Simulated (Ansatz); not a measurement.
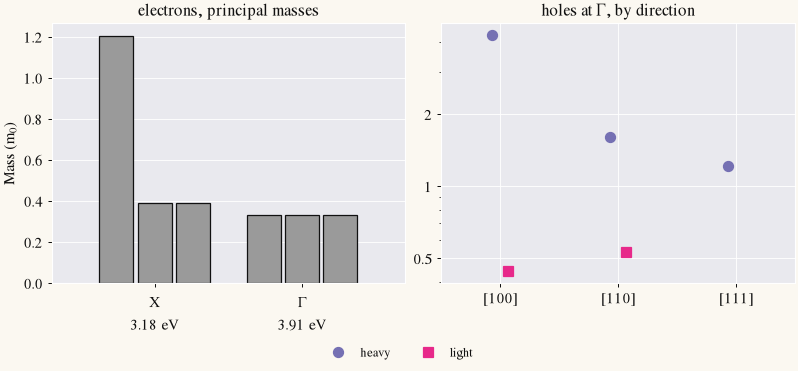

Effective masses at the band extrema of rocksalt SrO, space group Fm-3m (No. 225), 2 atoms in the primitive cell, in a cell relaxed beforehand (cubic a = 5.123 Å), in units of the free-electron mass, from finite differences of the levels. Left, the three principal masses of each conduction valley, with its energy above the valence top; right, the masses of the bands that meet at the valence top. The light hole along [111] is left out. Each mass comes from the mean inverse mass of a pair of spin states, which spin-orbit coupling splits away from the extremum where the crystal has no centre of inversion.

Level of theory: PBEsol, Ansatz PAW set, spin-orbit coupling, no magnetisation, 8×8×8 k mesh, 420 eV cutoff, fixed occupations; code Ansatz 0.2.0.

Hole masses: heavy 4.29 and light 0.442 along [100], heavy 1.22 along [111].

> Estimate the light-hole mass along [111] from the Luttinger form.

Along [100] the inverse masses are γ1 ∓ 2γ2, so γ1 = 1.25 and γ2 = 0.51. Along [111] they are γ1 ∓ 2γ3 and add up to 2γ1, which gives a light mass of 0.596. The run gives 0.595, and γ3 = 0.22.

> What are the masses of the lowest valley?

It lies at X, 3.18 eV above the valence top, with one mass of 1.21 and two of 0.389. Its 3 equivalent valleys give a density-of-states mass N^(2/3) (m1 m2 m3)^(1/3) = 1.18, and averaged over them a conductivity mass 3/(1/m1 + 1/m2 + 1/m3) = 0.503.

Not shown: a further valence band at Γ, 0.064 eV under the top and another valence maximum at X, 0.049 eV under the top.

```csv
valley,energy (eV),valleys,m1,m2,m3
X,3.18,3,1.21,0.389,0.389
Γ,3.91,1,0.331,0.331,0.331
```

The PAW data sets were made with another functional. LDA, GGA and most meta-GGA functionals understate gaps. An understated gap makes light masses too light.
